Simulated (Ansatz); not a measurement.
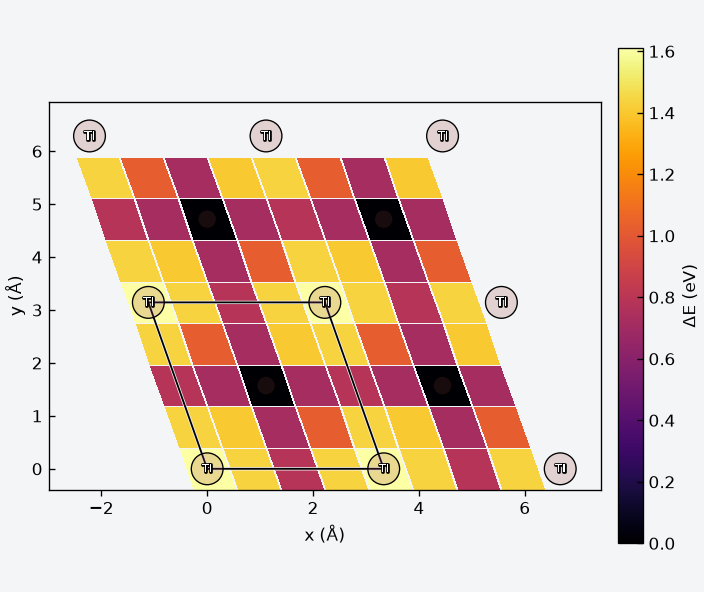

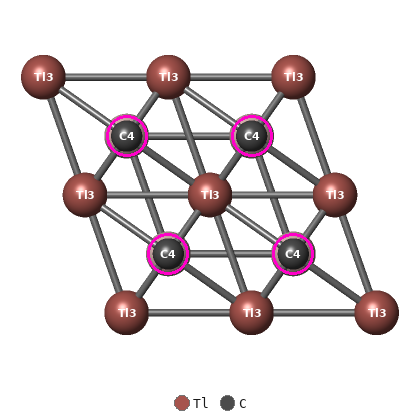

Energy landscape of C on a Tl(110) slab cut from the Im-3m phase (3 atoms of substrate and one adsorbate in a 1 × 1 cell). One C atom a 1 × 1 cell is placed over a mesh of places on the rigid (1 1 0) surface, and only its height is relaxed. Places are given modulo a cell vector. The map is drawn in real space over the plane of the surface. The grid has 4 × 4 points. All energies are given in eV relative to the lowest grid point. With one adsorbate in each 1 × 1 cell, its nearest image is 3.3 Å away, so neighbouring adsorbates interact. All numbers below come from DFT PBEsol, scalar-relativistic, plane waves, PAW in Ansatz 0.2.0.

The picture shows one coloured cell a grid point, labelled circles for the atoms of the top layer and small ones for the second layer, the outline of one cell of the 2 × 2 shown. The second picture is the structure at the lowest point; rings mark the moved atoms.

Summarise what can be read from the map.

Answer. The lowest grid point is at a bridge site between two Tl atoms, over a second-layer Tl atom, (2/4, 2/4) of the cell vectors. The highest grid point, the top site over a surface Tl atom, (0/4, 0/4) of the cell vectors, lies 1.61 eV above the lowest. At the lowest point the adsorbate has 2 Tl at 2.08 Å as nearest neighbours, at the highest 1 Tl at 2.17 Å. Its relaxed height above the top atom is 0.78 Å at the lowest and 2.17 Å at the highest point.

The values on the grid:

```csv
"place along a₂ ↓, place along a₁ →",0/4,1/4,2/4,3/4
3/4,1.44,1.02,0.72,1.40
2/4,0.78,0.72,0.00,0.72
1/4,1.44,1.40,0.72,1.02
0/4,1.61,1.44,0.78,1.44
```
